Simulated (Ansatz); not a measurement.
## Geometry relaxation of AlN

- system: AlN (4 atoms in the cell)
- method: DFT r2SCAN, scalar-relativistic, plane waves, PAW, no spin polarisation (Ansatz 0.2.0)

The structure derives from an entry of the Crystallography Open Database.

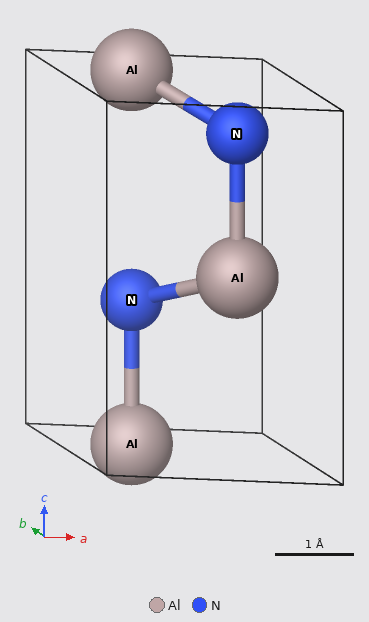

**Figure 1.** The starting structure (ball-and-stick view of the cell of the calculation, seen slightly off an axis). An atom can appear more than once, as a periodic image. Near neighbours in the periodic cell (some may lie outside the picture): Al has 4 N at 1.89 to 1.92 Å; N has 4 Al at 1.89 to 1.92 Å.

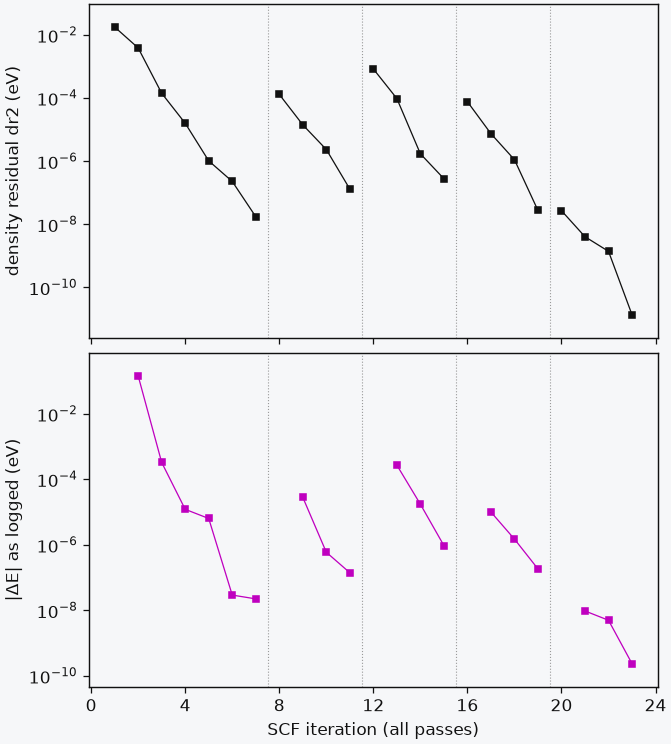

**Figure 2.** Convergence of the self-consistent field: density residual dr2 and size of the energy change against the SCF iteration. The dotted lines part the SCF passes of the relaxation: geometry steps, rejected trials and re-solves on a re-selected basis. The 5 passes take 4 to 7 iterations each, 23 in all.

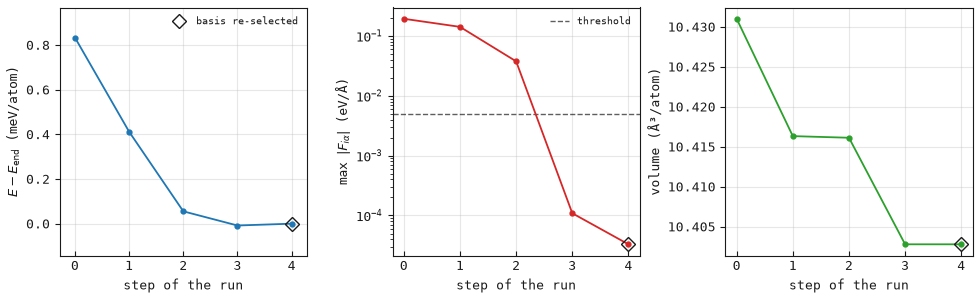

**Figure 3.** Progress of the relaxation, step by step (the first geometry is step 0 here and step 1 in the log). The energy falls by 0.8 meV per atom in 3 geometry steps. Largest force component: 0.19 eV/Å at the start, under 0.0001 eV/Å at the end. Pressure: −0.60 GPa at the start and 0.01 GPa at the end. The largest moves relative to the cell, 0.008 Å, are those of Al1, Al2, N3 and N4. Largest moves by element: Al 0.008 Å, N 0.008 Å. The volume changes by −0.3 %, with a = b 3.111 → 3.107 Å (−0.1 %), c stays at 4.978 Å. Among the contacts that change: Al1–N3 1.917 → 1.900 Å. The space group stays P6_3mc (No. 186). A last SCF at the same geometry on a re-selected plane-wave basis shifts the energy by +0.0 meV per atom. (Atoms are counted from 1 in the order of the input.)

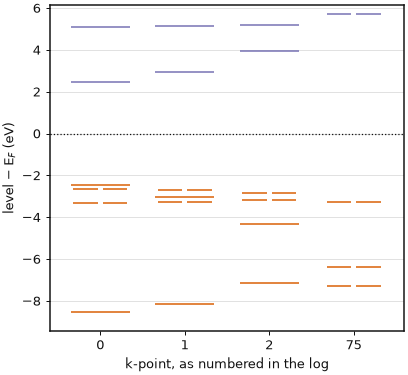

**Figure 4.** Kohn–Sham levels near the Fermi level (dotted) at the few k-points that the log prints; levels within 0.02 eV of each other stand side by side. Among these points the highest filled and lowest empty levels are 4.88 eV apart, which is the gap on the mesh.

The input and output of the run follow.

### Input
```yaml
crystal:
  lattice:
    - [3.1110021516, 0.0, 0.0]
    - [-1.5555010758, 2.6942068945, 0.0]
    - [0.0, 0.0, 4.978]
  atoms:
    - { symbol: Al, position: [0.3333333333, 0.6666666667, 0.0] }
    - { symbol: Al, position: [0.6666666667, 0.3333333333, 0.5] }
    - { symbol: "N", position: [0.3333333333, 0.6666666667, 0.385] }
    - { symbol: "N", position: [0.6666666667, 0.3333333333, 0.885] }
basis:
  ecutwfc: 500
kpoints:
  mp_grid: { grid: [12, 12, 6] }
hamiltonian:
  xc: r2scan
scf:
  occupations: { method: gaussian, width: 0.02 }
output:
  forces: true
  stress: true
  eigenvalues: true
relax:
  adjacent_minimum: "off"
  f_tol: 0.005
  max_steps: 80
  cell: { stress_tol: 0.05 }
```

Run as:
```bash
ansatz run input.yaml --threads 4 --pin off --max-ram 10240MiB --backend cpu --events-out ev --progress --plain --runs-dir out
```

### The program's output
```
Engine: ansatz 0.2.0, aarch64-unknown-linux-gnu
Pseudopotentials: kind: paw
Pseudopotential: Al, paw, valence charge 3, recommended cutoff 500 eV (meta_gga), Al.paw.azcp
Pseudopotential: N, paw, valence charge 5, recommended cutoff 500 eV (meta_gga), N.paw.azcp
Functional definition: r2SCAN
  parameter k0 = 0.174
  parameter k1 = 0.065
  parameter a1 = 4.9479
  exchange = r2scan_x(k0 = k0, k1 = k1, a1 = a1)
  correlation = r2scan_c
Crystal: 4 atoms, lattice volume = 41.724 Å³
Basis set: ecut = 500 eV, 1087 PW (Γ), exchange–correlation on 96×96×160 points (64 copies of the dense FFT grid, shifted against one another)
Bands: 12, of which v1, the nominal top of the filled ones, is band 8 counted from 1 (7 counted from 0)
Symmetry: 12 space group operations
Space group: P63mc (ITA 186), of the structure as read, at distance tolerance 3.5e-5 Å
k-points: 76 of 864 (time reversal used)
Non-local potential: Al, projectors of the file, l = 0: 2, l = 1: 2, l = 2: 1
Non-local potential: N, projectors of the file, l = 0: 2, l = 1: 2, l = 2: 1
PAW form: soft (Blöchl's): semilocal exchange-correlation on the pseudo side does not see the compensation charge
PAW frozen core: Al, regenerated for the run's functional (the file was generated under x = pbe(κ = 0.804, μ = 0.2195149727645171), c = pbe(β = 0.06672455060314922))
PAW frozen core: N, regenerated for the run's functional (the file was generated under x = pbe(κ = 0.804, μ = 0.2195149727645171), c = pbe(β = 0.06672455060314922))
PAW one-centre angular grid: Al, 302 points (default); XC on 160 Gauss nodes
PAW one-centre angular grid: N, 302 points (default); XC on 160 Gauss nodes
Initial density: superposition of atomic densities (neutral atoms: chi_scale 0, normalization atom), corrected by the library's trained network
Initial wavefunctions: pseudopotential atomic-orbital guess
Functional: x = r2scan, c = r2scan; τ floored in thin density (d = 2e-4 eV/Å³)
SCF iter   1: F=—  HF=-1856.825401 eV  |F-HF|=—  |Δ(HF+E_count)|=         —  Δρ=6.55e-3  dr2=1.76e-2  dr2_τ=3.12e-1  ethr=1.77e-3  ⟨swp⟩=6.2  Hψ=6247  notcnv=0
preconditioner: auto → none  [insulator: Δε(μ)=4.700 eV  Ē_g=14.213 eV  σ=0.020 eV  W_gap=1.00  n_scr=2 (ndim 8)  ℏωp=23.0 eV  f_vac=0.000  D(μ)=0.00/eV (n_scr^D=0)  ε∞_Penn≈3.6]
SCF iter   2: F=—  HF=-1856.967392 eV  |F-HF|=—  |Δ(HF+E_count)|=   1.42e-1  Δρ=4.51e-3  dr2=3.82e-3  dr2_τ=2.94e-4  ethr=1.10e-4  ⟨swp⟩=3.0  Hψ=2716  notcnv=0
SCF iter   3: F=—  HF=-1856.967068 eV  |F-HF|=—  |Δ(HF+E_count)|=   3.24e-4  Δρ=6.75e-4  dr2=1.40e-4  dr2_τ=5.88e-5  ethr=2.39e-5  ⟨swp⟩=2.0  Hψ=1216  notcnv=0
SCF iter   4: F=—  HF=-1856.967056 eV  |F-HF|=—  |Δ(HF+E_count)|=   1.20e-5  Δρ=1.89e-4  dr2=1.57e-5  dr2_τ=9.19e-7  ethr=8.76e-7  ⟨swp⟩=2.1  Hψ=1434  notcnv=0
SCF iter   5: F=—  HF=-1856.967049 eV  |F-HF|=—  |Δ(HF+E_count)|=   6.30e-6  Δρ=4.54e-5  dr2=1.01e-6  dr2_τ=1.04e-7  ethr=9.80e-8  ⟨swp⟩=2.0  Hψ=1486  notcnv=0
SCF iter   6: F=—  HF=-1856.967049 eV  |F-HF|=—  |Δ(HF+E_count)|=   2.89e-8  Δρ=2.13e-5  dr2=2.25e-7  dr2_τ=4.30e-9  ethr=6.25e-10  ⟨swp⟩=5.1  Hψ=4632  notcnv=0
SCF iter   7: F=-1856.967049 eV  HF=-1856.967049 eV  |F-HF|=9.18e-9  |Δ(HF+E_count)|=   2.21e-8  Δρ=5.92e-6  dr2=1.72e-8  dr2_τ=3.90e-10  ethr=6.25e-10  ⟨swp⟩=4.0  Hψ=2909  notcnv=0
SCF 1 converged in 7 iterations: F = -1856.967049 eV  dr2 = 1.72e-8
  greatest PAW one-centre occupation: 0.794 electrons in one spin orbital (limit 2), on the N atom at site 3 (counted from 0), in its partial waves of l = 0
relax step   1: F+E_penalty+E_count = -1856.96704926 eV  Δ(F+E_penalty+E_count) = +0.000e0 eV  max|allowed force component| = 1.940e-1 eV/Å  Δτ_max = 0.0000 Å  P = -0.603 GPa  Ω = 41.724 Å³  (7 SCF iters, dr2 threshold 1.00e-7 eV, accepted)
Crystal: 4 atoms, lattice volume = 41.665 Å³
Initial density: handed on by an earlier stage of this run
Initial wavefunctions: those handed on with the density
iter 1 solved again at ethr=7.61e-7 eV; its pass at ethr=3.10e-3 eV (dr2=1.22e-4 eV) is discarded
SCF iter   1: F=—  HF=-1856.968764 eV  |F-HF|=—  |Δ(HF+E_count)|=         —  Δρ=5.21e-4  dr2=1.29e-4  dr2_τ=3.91e-4  ethr=7.61e-7  ⟨swp⟩=2.7  Hψ=6099  notcnv=0
preconditioner: auto → none  [insulator: Δε(μ)=4.834 eV  Ē_g=14.175 eV  σ=0.020 eV  W_gap=1.00  n_scr=2 (ndim 8)  ℏωp=23.0 eV  f_vac=0.000  D(μ)=0.00/eV (n_scr^D=0)  ε∞_Penn≈3.6]
SCF iter   2: F=—  HF=-1856.968736 eV  |F-HF|=—  |Δ(HF+E_count)|=   2.79e-5  Δρ=2.07e-4  dr2=1.40e-5  dr2_τ=2.44e-6  ethr=7.61e-7  ⟨swp⟩=2.0  Hψ=1393  notcnv=0
SCF iter   3: F=—  HF=-1856.968735 eV  |F-HF|=—  |Δ(HF+E_count)|=   5.87e-7  Δρ=8.54e-5  dr2=2.31e-6  dr2_τ=4.74e-7  ethr=8.77e-8  ⟨swp⟩=2.2  Hψ=1388  notcnv=0
SCF iter   4: F=-1856.968736 eV  HF=-1856.968736 eV  |F-HF|=3.54e-8  |Δ(HF+E_count)|=   1.39e-7  Δρ=2.71e-5  dr2=1.29e-7  dr2_τ=8.13e-9  ethr=2.50e-9  ⟨swp⟩=5.1  Hψ=4400  notcnv=0
SCF 2 converged in 4 iterations: F = -1856.968736 eV  dr2 = 1.29e-7
relax step   2: F+E_penalty+E_count = -1856.96873556 eV  Δ(F+E_penalty+E_count) = -1.686e-3 eV  max|allowed force component| = 1.422e-1 eV/Å  Δτ_max = 0.0028 Å  P = -0.282 GPa  Ω = 41.665 Å³  energy of the carried Pulay correction = +1.408e-5 eV  (4 SCF iters, dr2 threshold 4.00e-7 eV, accepted)
Crystal: 4 atoms, lattice volume = 41.664 Å³
iter 1 solved again at ethr=4.57e-6 eV; its pass at ethr=3.10e-3 eV (dr2=7.31e-4 eV) is discarded
SCF iter   1: F=—  HF=-1856.970447 eV  |F-HF|=—  |Δ(HF+E_count)|=         —  Δρ=1.43e-3  dr2=8.26e-4  dr2_τ=2.15e-3  ethr=4.57e-6  ⟨swp⟩=1.7  Hψ=6122  notcnv=0
preconditioner: auto → none  [insulator: Δε(μ)=4.872 eV  Ē_g=14.170 eV  σ=0.020 eV  W_gap=1.00  n_scr=2 (ndim 8)  ℏωp=23.0 eV  f_vac=0.000  D(μ)=0.00/eV (n_scr^D=0)  ε∞_Penn≈3.6]
SCF iter   2: F=—  HF=-1856.970178 eV  |F-HF|=—  |Δ(HF+E_count)|=   2.68e-4  Δρ=5.41e-4  dr2=9.53e-5  dr2_τ=3.41e-6  ethr=4.57e-6  ⟨swp⟩=2.6  Hψ=1549  notcnv=0
SCF iter   3: F=—  HF=-1856.970161 eV  |F-HF|=—  |Δ(HF+E_count)|=   1.72e-5  Δρ=1.05e-4  dr2=1.69e-6  dr2_τ=8.75e-8  ethr=5.96e-7  ⟨swp⟩=2.9  Hψ=1501  notcnv=0
SCF iter   4: F=-1856.970162 eV  HF=-1856.970162 eV  |F-HF|=1.89e-7  |Δ(HF+E_count)|=   9.38e-7  Δρ=2.70e-5  dr2=2.75e-7  dr2_τ=3.78e-8  ethr=2.50e-9  ⟨swp⟩=5.1  Hψ=4397  notcnv=0
SCF 3 converged in 4 iterations: F = -1856.970162 eV  dr2 = 2.75e-7
relax step   3: F+E_penalty+E_count = -1856.97016185 eV  Δ(F+E_penalty+E_count) = -1.426e-3 eV  max|allowed force component| = 3.771e-2 eV/Å  Δτ_max = 0.0063 Å  P = -0.265 GPa  Ω = 41.664 Å³  energy of the carried Pulay correction = +1.428e-5 eV  (4 SCF iters, dr2 threshold 4.00e-7 eV, accepted)
Crystal: 4 atoms, lattice volume = 41.611 Å³
iter 1 solved again at ethr=4.15e-7 eV; its pass at ethr=3.10e-3 eV (dr2=6.64e-5 eV) is discarded
SCF iter   1: F=—  HF=-1856.970427 eV  |F-HF|=—  |Δ(HF+E_count)|=         —  Δρ=4.43e-4  dr2=7.56e-5  dr2_τ=6.03e-5  ethr=4.15e-7  ⟨swp⟩=2.4  Hψ=6150  notcnv=0
preconditioner: auto → none  [insulator: Δε(μ)=4.880 eV  Ē_g=14.183 eV  σ=0.020 eV  W_gap=1.00  n_scr=2 (ndim 8)  ℏωp=23.0 eV  f_vac=0.000  D(μ)=0.00/eV (n_scr^D=0)  ε∞_Penn≈3.6]
SCF iter   2: F=—  HF=-1856.970417 eV  |F-HF|=—  |Δ(HF+E_count)|=   9.92e-6  Δρ=1.70e-4  dr2=7.34e-6  dr2_τ=1.36e-6  ethr=4.15e-7  ⟨swp⟩=2.0  Hψ=1413  notcnv=0
SCF iter   3: F=—  HF=-1856.970416 eV  |F-HF|=—  |Δ(HF+E_count)|=   1.48e-6  Δρ=5.69e-5  dr2=1.10e-6  dr2_τ=2.45e-7  ethr=4.59e-8  ⟨swp⟩=2.3  Hψ=1396  notcnv=0
SCF iter   4: F=-1856.970416 eV  HF=-1856.970416 eV  |F-HF|=1.25e-9  |Δ(HF+E_count)|=   1.82e-7  Δρ=1.23e-5  dr2=2.71e-8  dr2_τ=2.99e-9  ethr=2.50e-9  ⟨swp⟩=5.0  Hψ=4372  notcnv=0
SCF 4 converged in 4 iterations: F = -1856.970416 eV  dr2 = 2.71e-8
relax step   4: F+E_penalty+E_count = -1856.97041570 eV  Δ(F+E_penalty+E_count) = -2.539e-4 eV  max|allowed force component| = 1.088e-4 eV/Å  Δτ_max = 0.0007 Å  P = +0.014 GPa  Ω = 41.611 Å³  energy of the carried Pulay correction = +2.709e-5 eV  (4 SCF iters, dr2 threshold 4.00e-7 eV, accepted)
Initial wavefunctions: pseudopotential atomic-orbital guess (no wavefunctions were taken with the density)
iter 1 solved again at ethr=5.32e-9 eV; its pass at ethr=3.10e-3 eV (dr2=8.51e-7 eV) is discarded
SCF iter   1: F=—  HF=-1856.970383 eV  |F-HF|=—  |Δ(HF+E_count)|=         —  Δρ=1.29e-5  dr2=2.66e-8  dr2_τ=6.82e-9  ethr=5.32e-9  ⟨swp⟩=3.5  Hψ=9110  notcnv=0
preconditioner: auto → none  [insulator: Δε(μ)=4.880 eV  Ē_g=14.181 eV  σ=0.020 eV  W_gap=1.00  n_scr=2 (ndim 8)  ℏωp=23.0 eV  f_vac=0.000  D(μ)=0.00/eV (n_scr^D=0)  ε∞_Penn≈3.6]
SCF iter   2: F=—  HF=-1856.970383 eV  |F-HF|=—  |Δ(HF+E_count)|=   9.45e-9  Δρ=5.10e-6  dr2=3.98e-9  dr2_τ=5.31e-10  ethr=1.66e-10  ⟨swp⟩=2.2  Hψ=1353  notcnv=0
SCF iter   3: F=—  HF=-1856.970383 eV  |F-HF|=—  |Δ(HF+E_count)|=   4.92e-9  Δρ=2.50e-6  dr2=1.37e-9  dr2_τ=4.40e-10  ethr=2.48e-11  ⟨swp⟩=2.0  Hψ=1503  notcnv=0
SCF iter   4: F=-1856.970383 eV  HF=-1856.970383 eV  |F-HF|=1.27e-11  |Δ(HF+E_count)|=  2.32e-10  Δρ=2.71e-7  dr2=1.34e-11  dr2_τ=1.56e-12  ethr=1.00e-12  ⟨swp⟩=3.1  Hψ=3883  notcnv=0
SCF 5 converged in 4 iterations: F = -1856.970383 eV  dr2 = 1.34e-11
relax step   5: F+E_penalty+E_count = -1856.97038342 eV  Δ(F+E_penalty+E_count) = +3.228e-5 eV  max|allowed force component| = 3.294e-5 eV/Å  Δτ_max = 0.0000 Å  P = +0.014 GPa  Ω = 41.611 Å³  stress off target by 1.44e-2 GPa  SCF on the basis re-selected at this cell (its energy is not comparable with the rows above)  (4 SCF iters)
basis re-selected at this cell: Δ(F+E_penalty+E_count) = +3.228e-5 eV, ΔP = +0.000 GPa vs the last step (what re-selecting the basis moved, of the pressure what is left beyond the Pulay correction that the steps carried, after the strain that the cell walked since its last selection, with what the two solves' SCF thresholds leave and, on support functions, any second-order correction that the steps lacked; it is no measure of the basis error at this ecutwfc). This SCF's stress stands 1.44e-2 GPa from its target on what of the cell is left free (relax.cell.stress_tol is 5.00e-2 GPa) and its largest allowed force component is 3.29e-5 eV/Å (relax.f_tol is 5.00e-3 eV/Å): within both
SCF converged after 4 iterations
Free energy (F): -1856.970383 eV
Harris-Foulkes:  -1856.970383 eV  (|F-HF|=1.27e-11)
Internal energy: -1856.970383 eV  (E = F + TS)
E sigma→0 (E₀):  -1856.970383 eV
Fermi energy:    9.369468 eV
--- Per-component energies (eV) ---
  E_band       = 23.153901
  E_kinetic    = 321.371884
  E_local      = -448.691063  (includes V_loc(G=0)·N_el)
  E_nonlocal   = 108.523682
  E_hartree    = 157.348215
  E_xc         = -197.825897
  E_vxc        = -238.491062  (∫ρ·V_xc dr)
  E_paw        = -1204.936567  (= ΣΔE_a)
  E_vpaw       = -47.059070  (= ΣTr[D̂ρ^β])
  E_aug_tail   = 0.000038  (compensation charges beyond the density's cutoff)
  E_vtau       = 12.803098  (kinetic-family band-sum trace: ∫τ·v_τ [+ j·A + Jᵃ·Aᵃ] dr)
  E_ewald      = -592.581331
  E_core_change = -0.179345  (= ΣΔE_core)
  E_smearing   = -0.000000  (= −TS)
  E_closure    = -0.000000  (closes the sum)
  Σ components = -1856.970383   (vs F -1856.970383, Δ=0.00e0)
--- Forces (eV/Å), atoms counted from 1 ---
  atom   1  Al    -0.00000000    -0.00000000     0.00012713
  atom   2  Al    -0.00000000     0.00000000     0.00012713
  atom   3  N      0.00000000     0.00000000     0.00006125
  atom   4  N     -0.00000000    -0.00000000     0.00006125
  max |Σ_I F_I| component: 3.77e-4 eV/Å
--- Stress (GPa, compression-positive) ---
        0.014412       0.000000       0.000000
        0.000000       0.014412       0.000000
        0.000000       0.000000       0.012992
  P = ⅓ Tr σ = 0.0139 GPa (0.139 kbar)
--- Band table (eV; the first three rows and the last of 76) ---
  k-point 0: bands = ["-9.0527", "-6.9383", "0.8603", "6.0435", "6.0435", "6.7060", "6.7060", "6.9294", "11.8095", "14.4565", "18.5304", "18.9821"]
  k-point 1: bands = ["-8.9459", "-7.1367", "1.2294", "6.0855", "6.0855", "6.3318", "6.6592", "6.6592", "12.3035", "14.5155", "18.3468", "18.9427"]
  k-point 2: bands = ["-8.6371", "-7.6155", "2.2092", "5.0228", "6.2020", "6.2020", "6.5332", "6.5332", "13.2905", "14.5431", "18.0621", "18.9861"]
  k-point 75: bands = ["-6.5475", "-6.5475", "2.0603", "2.0603", "3.0083", "3.0083", "6.1159", "6.1159", "15.0795", "15.0795", "15.5732", "15.5732"]
--- Relaxed structure (4 steps of the walk, 4 accepted, 1 SCFs on fresh bases) ---
  F+E_penalty+E_count = -1856.97038342 eV   max|allowed force component| = 3.294e-5 eV/Å   (the final SCF, on the basis selected at the relaxed cell)
  cell:  # Å, volume = 41.6112 Å³
    - [3.1066653421951558, 0.0, 1.8138500467389786e-33]
    - [-1.5533326710975779, 2.6904511073976813, -9.31858995101736e-34]
    - [2.9023912850866008e-33, -4.6069702937882556e-35, 4.978404840052755]
  atoms:
    - { symbol: Al, position: [0.3333333333333333, 0.6666666666666666, 0.0016929021488861621] }
    - { symbol: Al, position: [0.6666666666666666, 0.3333333333333333, 0.5016929021488862] }
    - { symbol: N, position: [0.3333333333333333, 0.6666666666666666, 0.38330709785111383] }
    - { symbol: N, position: [0.6666666666666666, 0.3333333333333333, 0.8833070978511138] }
```

### Trajectory as extended XYZ (Å, eV, eV/Å), 5 frames, from step=1 to step=5
```
4
Lattice="3.1110 0.0000 0.0000 -1.5555 2.6942 0.0000 0.0000 0.0000 4.9780" Properties=species:S:1:pos:R:3:forces:R:3 step=1 energy=-1856.96705 pressure_GPa=-0.60
Al    0.0000    1.7961    0.0000    0.0000   0.0000   0.1941
Al    1.5555    0.8981    2.4890    0.0000   0.0000   0.1941
N     0.0000    1.7961    1.9165    0.0000   0.0000  -0.1939
N     1.5555    0.8981    4.4055    0.0000   0.0000  -0.1939
4
Lattice="3.1080 0.0000 0.0000 -1.5540 2.6916 0.0000 0.0000 0.0000 4.9804" Properties=species:S:1:pos:R:3:forces:R:3 step=2 energy=-1856.96874 pressure_GPa=-0.28
Al    0.0000    1.7944    0.0028    0.0000   0.0000   0.1424
Al    1.5540    0.8972    2.4930    0.0000   0.0000   0.1424
N     0.0000    1.7944    1.9147    0.0000   0.0000  -0.1420
N     1.5540    0.8972    4.4049    0.0000   0.0000  -0.1420
4
Lattice="3.1099 0.0000 0.0000 -1.5549 2.6932 0.0000 0.0000 0.0000 4.9745" Properties=species:S:1:pos:R:3:forces:R:3 step=3 energy=-1856.97016 pressure_GPa=-0.27
Al    0.0000    1.7955    0.0091    0.0000   0.0000  -0.0376
Al    1.5549    0.8977    2.4963    0.0000   0.0000  -0.0376
N     0.0000    1.7955    1.9061    0.0000   0.0000   0.0378
N     1.5549    0.8977    4.3934    0.0000   0.0000   0.0378
4
Lattice="3.1067 0.0000 0.0000 -1.5533 2.6905 0.0000 0.0000 0.0000 4.9784" Properties=species:S:1:pos:R:3:forces:R:3 step=4 energy=-1856.97042 pressure_GPa=0.01
Al    0.0000    1.7936    0.0084    0.0000   0.0000   0.0002
Al    1.5533    0.8968    2.4976    0.0000   0.0000   0.0002
N     0.0000    1.7936    1.9083    0.0000   0.0000   0.0000
N     1.5533    0.8968    4.3975    0.0000   0.0000   0.0000
4
Lattice="3.1067 0.0000 0.0000 -1.5533 2.6905 0.0000 0.0000 0.0000 4.9784" Properties=species:S:1:pos:R:3:forces:R:3 step=5 energy=-1856.97038 pressure_GPa=0.01
Al    0.0000    1.7936    0.0084    0.0000   0.0000   0.0001
Al    1.5533    0.8968    2.4976    0.0000   0.0000   0.0001
N     0.0000    1.7936    1.9083    0.0000   0.0000   0.0001
N     1.5533    0.8968    4.3975    0.0000   0.0000   0.0001
```

### Key numbers

```json
{"quantity": "outcome", "value": "converged"}
{"quantity": "space group (tolerance 0.01 Å)", "value": "P6₃mc (186)"}
{"quantity": "electrons treated", "value": "16"}
{"quantity": "free energy", "value": "−1856.9704 eV"}
{"quantity": "Fermi energy", "value": "9.369 eV"}
{"quantity": "gap on the k-point mesh", "value": "4.88 eV"}
{"quantity": "pressure", "value": "0.01 GPa"}
{"quantity": "final volume", "value": "41.61 Å³"}
{"quantity": "largest force (length of the vector) at the end", "value": "under 0.001 eV/Å"}
{"quantity": "final cell", "value": "a = 3.107 Å, b = 3.107 Å, c = 4.978 Å, α = 90.00°, β = 90.00°, γ = 120.00°"}
{"quantity": "hardware", "value": "4 threads of Arm Neoverse V2, 24 GiB of memory available, shared host"}
{"quantity": "wall time", "value": "8.9 s (CPU time 34 s)"}
{"quantity": "peak memory", "value": "0.48 GiB"}
```
